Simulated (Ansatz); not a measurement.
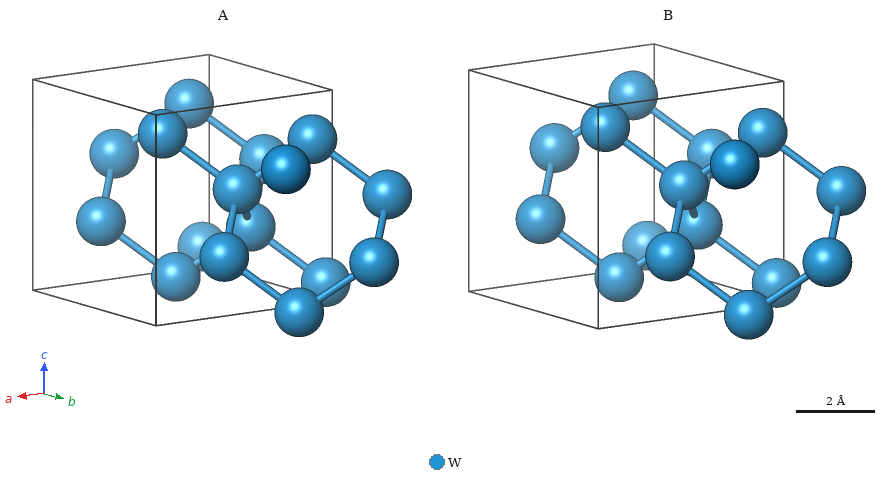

Two geometries of a crystal of W (a generated structure, set up in Fd-3m), drawn at one scale. One is the start of a relaxation, the other its converged end. The picture is a ball-and-stick view of the conventional cell (4 times the calculation's cell), repeated 1 × 2 × 1 with one cell outlined, seen from a free direction. Lengths and directions refer to the drawn axes.

All numbers below come from DFT, PBE, plane waves (420 eV) with PAW, scalar-relativistic (Ansatz 0.2.0). Settings: plane-wave cutoff 420 eV; k-point mesh 10 × 10 × 10; occupations fermi dirac; smearing width 0.1 eV; no spin polarisation; cell and atoms relaxed; force threshold 0.01 eV/Å; at most 60 steps.

Question: Which geometry has the lower energy?

Answer: Structure B is the relaxed one. Phase: diamond. Over 3 accepted moves (4 points after the start) the energy falls by 220 meV per atom. All forces vanish by symmetry, so only the cell relaxes. The pressure goes from 23.35 to −0.02 GPa. The SCF was repeated once at an unchanged geometry on a basis and grid sized afresh for the cell, which shifted the energy by 0.8 meV per atom at most. The atoms keep their places relative to the cell (all moves are under 0.005 Å). The volume changes by +15.9 %, with a = b = c 5.552 → 5.832 Å (+5.0 %). Near-neighbour distances that change, for instance: W–W 2.404 → 2.525 Å. The space group stays Fd-3m (No. 227). Cost: 14 s on 1 thread of Intel(R) Xeon(R) Platinum 8259CL CPU @ 2.50GHz (Skylake/Cascade Lake), with other jobs on the host, peak memory 0.54 GiB.
